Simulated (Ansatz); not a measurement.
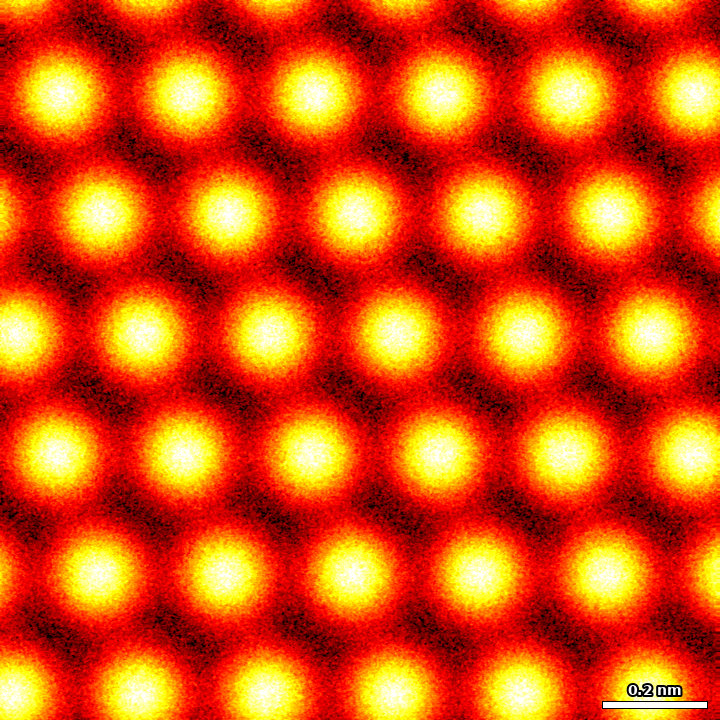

iDPC-like image of a crystal. Simulated as the projected potential of neutral atoms (B = 0.8 Å²) blurred by a 1.10 Å probe, the thin-sample limit of integrated differential phase contrast. The display is stretched by a gamma of 0.65; percentages refer to the linear signal. Shot noise and a slight drift were added.

Q: Give the net of the columns and its spacings.

A: The pattern repeats on a centred rectangular net of 2.9 × 4.0 Å.

Q: What is the plane group of the image?

A: c2mm: perpendicular mirror lines on a centred net, with further twofold points between them.

Q: How many columns does the smallest repeating cell hold, and how many levels of brightness?

A: 1 column in the primitive cell of 5.8 Å², all of one brightness.

The crystal is Al (Fm-3m, No. 225) seen along [110]. Structure: the geometry relaxed with DFT PBE, scalar-relativistic, plane waves, PAW (Ansatz); the starting structure was generated, so it need not be a known form of this composition.
